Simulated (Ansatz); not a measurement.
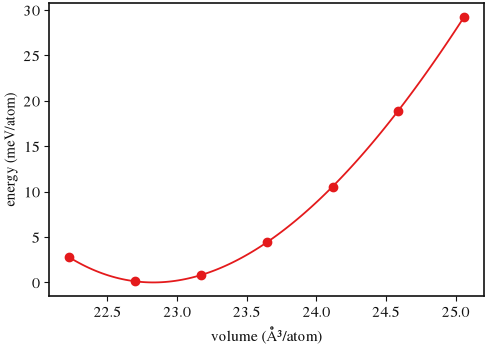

The figure shows the energy against volume for AgBr, space group Fm-3m (No. 225).

Starting cell:
```cif
data_structure
_symmetry_space_group_name_H-M 'P 1'
_symmetry_Int_Tables_number 1
_cell_length_a 4.0590
_cell_length_b 4.0590
_cell_length_c 4.0590
_cell_angle_alpha 60.000
_cell_angle_beta 60.000
_cell_angle_gamma 60.000
_cell_volume 47.29
loop_
_atom_site_label
_atom_site_type_symbol
_atom_site_fract_x
_atom_site_fract_y
_atom_site_fract_z
_atom_site_occupancy
Ag1 Ag 0.00000 0.00000 0.00000 1
Br1 Br 0.50000 0.50000 0.50000 1
```

Method: plane-wave DFT, spinors without magnetism; energies at scaled volumes of the given cell, shape and fractions fixed, counted from the fit's minimum, third-order Birch-Murnaghan fit (Ansatz 0.2.0). Level: PBEsol, spin-orbit coupling, no spin polarisation.

```
       setting        value
        k mesh        8×8×8
   occupations  Fermi–Dirac
smearing width      0.05 eV
    potentials   Ansatz PAW
   wave cutoff       420 eV
density cutoff      1680 eV
```

From this curve and the settings, what does the calculation give for the pressure at the same points?

The pressure falls from 1.51 GPa at volume 22.23 Å³/atom to −3.80 GPa at 25.06 Å³/atom, and changes sign near 22.84 Å³/atom.

| volume (Å³/atom) | pressure (GPa) |
| --- | --- |
| 22.23 | 1.51 |
| 22.70 | 0.31 |
| 23.17 | −0.75 |
| 23.64 | −1.67 |
| 24.12 | −2.48 |
| 24.59 | −3.18 |
| 25.06 | −3.80 |
